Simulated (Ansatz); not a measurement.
In: geometry relaxation (part 1 of 2)

The run: geometry relaxation of In (1 atom in the cell). Method and program: DFT LDA, scalar-relativistic, plane waves, PAW, no spin polarisation (Ansatz 0.2.0).

The structure derives from a Materials Project entry. Figures and captions count atoms from 1; the log counts them from 0 in places.

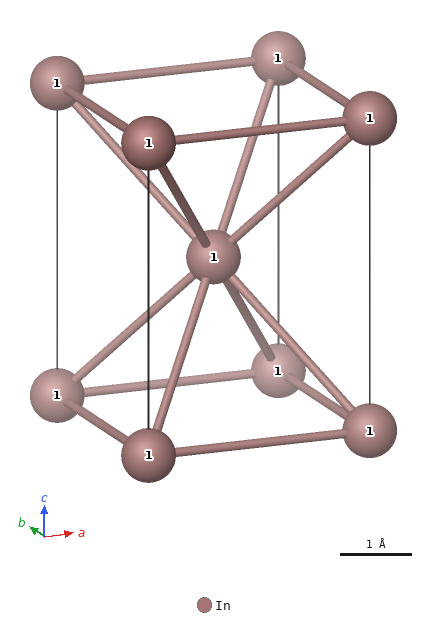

**Figure 1.** The input geometry (ball-and-stick view of the cell 2 times as large as that of the calculation, set on its symmetry axes, seen slightly off an axis; atoms are numbered from 1 in the order of the input). An atom can appear more than once, as a periodic image. Near neighbours in the periodic cell (some may lie outside the picture): In has 12 In at 3.32 to 3.39 Å.

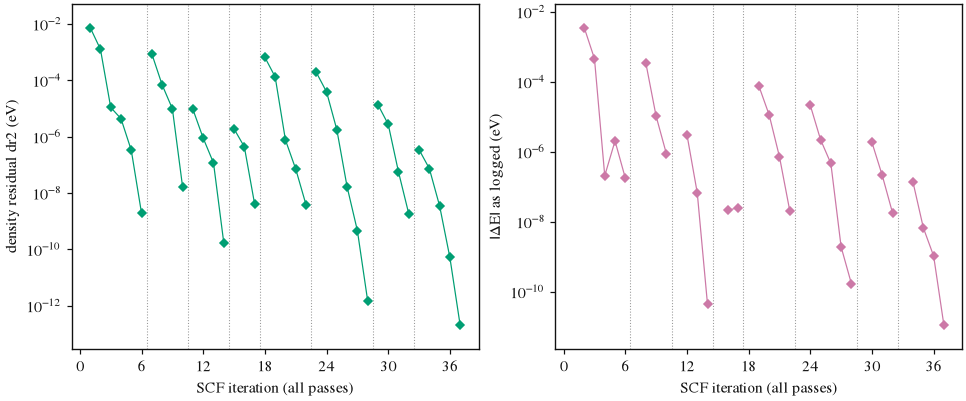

**Figure 2.** Convergence of the self-consistent field: density residual dr2 and size of the energy change against the SCF iteration. The dotted lines part the SCF passes of the relaxation: geometry steps, rejected trials and re-solves on a re-selected basis. The 8 passes take 3 to 6 iterations each, 37 in all.

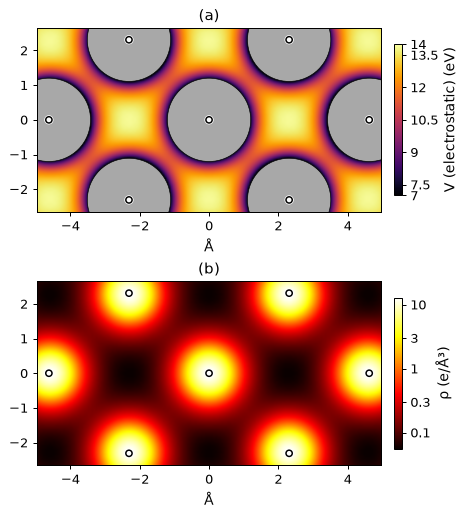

**Figure 3.** (a) electrostatic potential (local pseudopotential plus Hartree) felt by an electron; (b) valence electron density on the (001) plane of the conventional cell. Circles mark the nuclei in the plane (In). Grey discs, where drawn, cover atomic cores. The section cuts through In sites. In–In (3.27 Å): the density is about 0.14 e/Å³ at the midpoint. Away from the nuclei the density in this plane falls to 0.06 e/Å³ at its lowest. Outside the cores the potential energy rises away from the atoms and is highest about 2.3 Å from the nearest atoms; outside the discs it spans about 7 eV, and its zero is arbitrary. In a PAW calculation such maps are meaningful between the atoms, not at the nuclei.

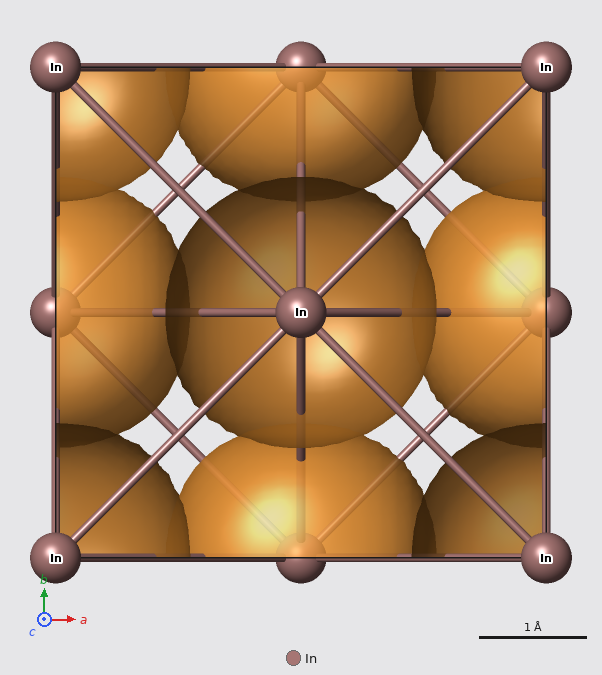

**Figure 4.** Isosurface of the valence pseudo-density at 0.2 e/Å³ (orange), seen along the c axis. Sticks mark near contacts. The outline is the cell set on symmetry axes. At this value the density breaks into separate islands; it holds about 85 % of the electrons treated as valence (semicore included). It is pinched off along the In–In (3.27 Å) contacts. On the grid the lowest density along these lines, outside the cores, is 0.14 e/Å³ (In–In, 3.27 Å).

The input and output of the run follow.

The input:
```yaml
crystal:
  lattice:
    - [-1.69470727, 1.69470727, 2.29737239]
    - [1.69470727, -1.69470727, 2.29737239]
    - [1.69470727, 1.69470727, -2.29737239]
  atoms:
    - { symbol: In, position: [0.0, 0.0, 0.0] }
basis:
  ecutwfc: 420
kpoints:
  mp_grid: { grid: [18, 18, 18] }
hamiltonian:
  xc: lda
scf:
  occupations: { method: gaussian, width: 0.1 }
output:
  forces: true
  stress: true
  eigenvalues: true
  write_density: true
  write_potential: true
  elf: true
  volumetric_format: npy
relax:
  adjacent_minimum: "off"
  f_tol: 0.005
  max_steps: 80
  cell: { stress_tol: 0.05 }
```

Command:
```bash
ansatz run input.yaml --threads 8 --pin off --max-ram 20480MiB --backend cpu --events-out ev --progress --plain --runs-dir out
```

The program's output:
```
Engine: ansatz 0.2.0, aarch64-unknown-linux-gnu
Pseudopotentials: kind: paw
Pseudopotential: In, paw, valence charge 13, recommended cutoff 420 eV (normal), In.paw.azcp
Functional definition: SPW92
  exchange = slater_x
  correlation = pw_c
Crystal: 1 atoms, lattice volume = 26.393 Å³
Basis set: ecut = 420 eV, 535 PW (Γ)
Bands: 11, of which v1, the nominal top of the filled ones, is band 7 counted from 1 (6 counted from 0)
Symmetry: 16 space group operations
Space group: I4/mmm (ITA 139), of the structure as read, at distance tolerance 3.0e-5 Å
k-points: 480 of 5832
Non-local potential: In, projectors of the file, l = 0: 2, l = 1: 2, l = 2: 2, l = 3: 2
PAW form: soft (Blöchl's): semilocal exchange-correlation on the pseudo side does not see the compensation charge
PAW frozen core: In, regenerated for the run's functional, and the local potential with it (the file was generated under x = pbe(κ = 0.804, μ = 0.2195149727645171), c = pbe(β = 0.06672455060314922))
PAW one-centre angular grid: In, 590 points (default); XC on 64 Gauss nodes
Initial density: superposition of atomic densities (neutral atoms: chi_scale 0, normalization atom), corrected by the library's trained network
Initial wavefunctions: pseudopotential atomic-orbital guess
Functional: x = slater, c = lda
SCF iter   1: F=—  HF=-5457.149793 eV  |F-HF|=—  |Δ(HF+E_count)|=         —  Δρ=6.99e-3  dr2=7.41e-3  ethr=1.77e-3  ⟨swp⟩=5.0  Hψ=31119  notcnv=0
preconditioner: auto → none  [metal: Δε(μ)=0.013 eV  Ē_g=19.507 eV  σ=0.100 eV  W_gap=0.08  n_scr=8 (ndim 8)  ℏωp=26.1 eV  f_vac=0.000  D(μ)=0.41/eV (n_scr^D=0)  sad-step TF]
SCF iter   2: F=—  HF=-5457.146271 eV  |F-HF|=—  |Δ(HF+E_count)|=   3.52e-3  Δρ=2.90e-3  dr2=1.25e-3  ethr=5.70e-5  ⟨swp⟩=2.0  Hψ=11461  notcnv=0
SCF iter   3: F=—  HF=-5457.145819 eV  |F-HF|=—  |Δ(HF+E_count)|=   4.52e-4  Δρ=2.59e-4  dr2=1.08e-5  ethr=9.62e-6  ⟨swp⟩=2.0  Hψ=7463  notcnv=0  defer=1
SCF iter   4: F=—  HF=-5457.145819 eV  |F-HF|=—  |Δ(HF+E_count)|=   2.05e-7  Δρ=1.48e-4  dr2=4.30e-6  ethr=8.34e-8  ⟨swp⟩=2.0  Hψ=8184  notcnv=0  defer=1
SCF iter   5: F=—  HF=-5457.145817 eV  |F-HF|=—  |Δ(HF+E_count)|=   2.01e-6  Δρ=3.94e-5  dr2=3.26e-7  ethr=3.31e-8  ⟨swp⟩=2.4  Hψ=8327  notcnv=0  defer=1
SCF iter   6: F=-5457.145817 eV  HF=-5457.145817 eV  |F-HF|=2.21e-9  |Δ(HF+E_count)|=   1.76e-7  Δρ=2.85e-6  dr2=1.88e-9  ethr=7.69e-10  ⟨swp⟩=9.6  Hψ=35242  notcnv=0
SCF 1 converged in 6 iterations: F = -5457.145817 eV  dr2 = 1.88e-9
  greatest PAW one-centre occupation: 0.982 electrons in one spin orbital (limit 2), on the In atom at site 0 (counted from 0), in its partial waves of l = 2
relax step   1: F+E_penalty+E_count = -5457.14581678 eV  Δ(F+E_penalty+E_count) = +0.000e0 eV  max|allowed force component| = 0.000e0 eV/Å  Δτ_max = 0.0000 Å  P = -2.936 GPa  Ω = 26.393 Å³  (6 SCF iters, dr2 threshold 1.00e-7 eV, accepted)
Crystal: 1 atoms, lattice volume = 24.744 Å³
Basis set: ecut = 420 eV, 515 PW (Γ)
Initial density: handed on by an earlier stage of this run
Initial wavefunctions: those handed on with the density
iter 1 solved again at ethr=6.03e-6 eV; its pass at ethr=3.10e-3 eV (dr2=7.84e-4 eV) is discarded
SCF iter   1: F=—  HF=-5457.164143 eV  |F-HF|=—  |Δ(HF+E_count)|=         —  Δρ=1.65e-3  dr2=8.59e-4  ethr=6.03e-6  ⟨swp⟩=2.3  Hψ=46528  notcnv=0
preconditioner: auto → none  [metal: Δε(μ)=0.030 eV  Ē_g=19.951 eV  σ=0.100 eV  W_gap=0.16  n_scr=8 (ndim 8)  ℏωp=26.9 eV  f_vac=0.000  D(μ)=0.36/eV (n_scr^D=0)]
SCF iter   2: F=—  HF=-5457.163804 eV  |F-HF|=—  |Δ(HF+E_count)|=   3.38e-4  Δρ=7.76e-4  dr2=6.88e-5  ethr=6.03e-6  ⟨swp⟩=2.4  Hψ=8391  notcnv=0
SCF iter   3: F=—  HF=-5457.163794 eV  |F-HF|=—  |Δ(HF+E_count)|=   1.02e-5  Δρ=2.68e-4  dr2=9.70e-6  ethr=5.29e-7  ⟨swp⟩=1.0  Hψ=5280  notcnv=0
SCF iter   4: F=-5457.163793 eV  HF=-5457.163793 eV  |F-HF|=5.75e-9  |Δ(HF+E_count)|=   8.62e-7  Δρ=8.15e-6  dr2=1.57e-8  ethr=7.69e-10  ⟨swp⟩=8.1  Hψ=37824  notcnv=0
SCF 2 converged in 4 iterations: F = -5457.163793 eV  dr2 = 1.57e-8
relax step   2: F+E_penalty+E_count = -5457.16379334 eV  Δ(F+E_penalty+E_count) = -1.798e-2 eV  max|allowed force component| = 0.000e0 eV/Å  Δτ_max = 0.0000 Å  P = -0.267 GPa  Ω = 24.744 Å³  energy of the carried Pulay correction = +2.325e-4 eV  (4 SCF iters, dr2 threshold 1.00e-7 eV, accepted)
Crystal: 1 atoms, lattice volume = 24.585 Å³
iter 1 solved again at ethr=9.94e-8 eV; its pass at ethr=3.10e-3 eV (dr2=1.29e-5 eV) is discarded
SCF iter   1: F=—  HF=-5457.164046 eV  |F-HF|=—  |Δ(HF+E_count)|=         —  Δρ=1.78e-4  dr2=9.19e-6  ethr=9.94e-8  ⟨swp⟩=3.3  Hψ=45364  notcnv=0
preconditioner: auto → none  [metal: Δε(μ)=0.023 eV  Ē_g=20.027 eV  σ=0.100 eV  W_gap=0.13  n_scr=8 (ndim 8)  ℏωp=27.0 eV  f_vac=0.000  D(μ)=0.36/eV (n_scr^D=0)]
SCF iter   2: F=—  HF=-5457.164043 eV  |F-HF|=—  |Δ(HF+E_count)|=   3.03e-6  Δρ=8.09e-5  dr2=8.75e-7  ethr=7.07e-8  ⟨swp⟩=2.7  Hψ=9168  notcnv=0
SCF iter   3: F=—  HF=-5457.164043 eV  |F-HF|=—  |Δ(HF+E_count)|=   6.65e-8  Δρ=2.67e-5  dr2=1.16e-7  ethr=7.69e-10  ⟨swp⟩=9.3  Hψ=35003  notcnv=0
SCF iter   4: F=-5457.164043 eV  HF=-5457.164043 eV  |F-HF|=6.82e-11  |Δ(HF+E_count)|=  4.27e-11  Δρ=9.59e-7  dr2=1.70e-10  ethr=7.69e-10  ⟨swp⟩=7.1  Hψ=23515  notcnv=0
SCF 3 converged in 4 iterations: F = -5457.164043 eV  dr2 = 1.70e-10
relax step   3: F+E_penalty+E_count = -5457.16404320 eV  Δ(F+E_penalty+E_count) = -2.499e-4 eV  max|allowed force component| = 0.000e0 eV/Å  Δτ_max = 0.0000 Å  P = +0.068 GPa  Ω = 24.585 Å³  energy of the carried Pulay correction = +2.558e-4 eV  (4 SCF iters, dr2 threshold 1.00e-7 eV, accepted)
Crystal: 1 atoms, lattice volume = 24.564 Å³
iter 1 solved again at ethr=1.20e-7 eV; its pass at ethr=3.10e-3 eV (dr2=1.56e-5 eV) is discarded
SCF iter   1: F=—  HF=-5457.164203 eV  |F-HF|=—  |Δ(HF+E_count)|=         —  Δρ=1.00e-4  dr2=1.87e-6  ethr=1.20e-7  ⟨swp⟩=3.4  Hψ=45223  notcnv=0
preconditioner: auto → none  [metal: Δε(μ)=0.006 eV  Ē_g=20.035 eV  σ=0.100 eV  W_gap=0.03  n_scr=8 (ndim 8)  ℏωp=27.0 eV  f_vac=0.000  D(μ)=0.36/eV (n_scr^D=0)]
SCF iter   2: F=—  HF=-5457.164203 eV  |F-HF|=—  |Δ(HF+E_count)|=   2.10e-8  Δρ=4.93e-5  dr2=4.33e-7  ethr=1.44e-8  ⟨swp⟩=1.0  Hψ=5280  notcnv=0
SCF iter   3: F=-5457.164203 eV  HF=-5457.164203 eV  |F-HF|=3.85e-9  |Δ(HF+E_count)|=   2.52e-8  Δρ=4.60e-6  dr2=4.05e-9  ethr=7.69e-10  ⟨swp⟩=7.6  Hψ=33600  notcnv=0
SCF 4 converged in 3 iterations: F = -5457.164203 eV  dr2 = 4.05e-9
relax step   4: F+E_penalty+E_count = -5457.16420312 eV  Δ(F+E_penalty+E_count) = -1.599e-4 eV  max|allowed force component| = 0.000e0 eV/Å  Δτ_max = 0.0000 Å  P = +0.128 GPa  Ω = 24.564 Å³  energy of the carried Pulay correction = +2.589e-4 eV  (3 SCF iters, dr2 threshold 1.00e-7 eV, accepted)
Crystal: 1 atoms, lattice volume = 24.488 Å³
Basis set: ecut = 420 eV, 491 PW (Γ)
iter 1 solved again at ethr=4.82e-6 eV; its pass at ethr=3.10e-3 eV (dr2=6.26e-4 eV) is discarded
```
